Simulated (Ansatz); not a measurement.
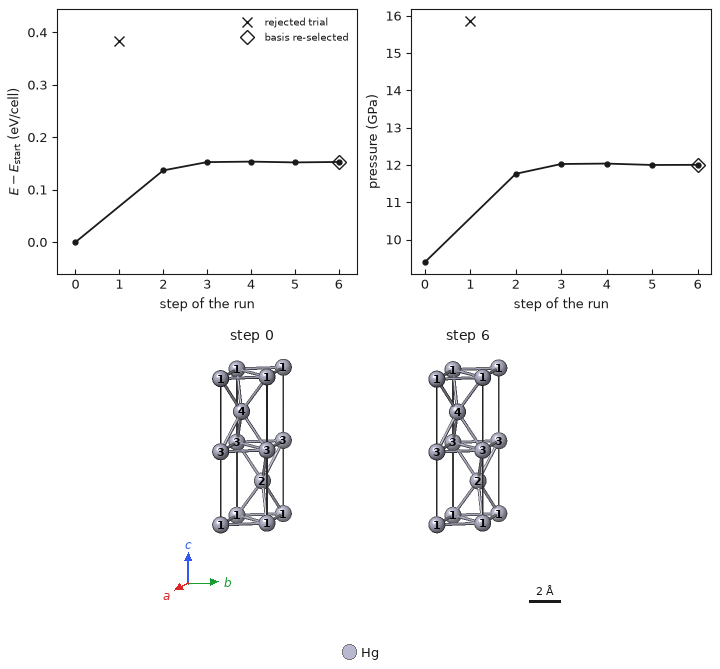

First and last geometry of a relaxation of a crystal of Hg (set up in P6_3/mmc), with the history of the run. A ball-and-stick model of the cell of the calculation, seen slightly off an axis.

Case: relaxed at 12 GPa.

Method: DFT PBE+D3(BJ), scalar-relativistic, plane waves, PAW in Ansatz. (plane-wave cutoff 420 eV; k-point mesh 18 × 18 × 4; occupations gaussian; smearing width 0.1 eV; target pressure 12 GPa; no spin polarisation; cell and atoms relaxed; force threshold 0.008 eV/Å; at most 50 steps)

### What do the curves and the structures tell?

It converged. Over 4 accepted moves (6 points after the start) the energy rises by 0.153 eV per cell of the calculation. With the target pressure of 12 GPa, the enthalpy E + pV changes by −19.4 meV per cell of the calculation. All forces vanish by symmetry, so only the cell relaxes. Pressure: 9.39 GPa at the start and 12.00 GPa at the end. The line search rejected the trial step at point 1 of the run. At 1 point the geometry stayed and the basis and grid were re-selected for the new cell (energy shift of 0.8 meV per cell of the calculation at most each time). No atom moves by more than 0.005 Å relative to the cell. The drawn cell changes as follows: a = b 3.108 → 3.071 Å (−1.2 %), c 9.919 → 9.876 Å (−0.4 %); the volume changes by −2.8 %. Near-neighbour distances that change, for instance: Hg1–Hg1 3.108 → 3.071 Å, Hg1–Hg2 3.061 → 3.040 Å. The space group stays P6_3/mmc (No. 194).
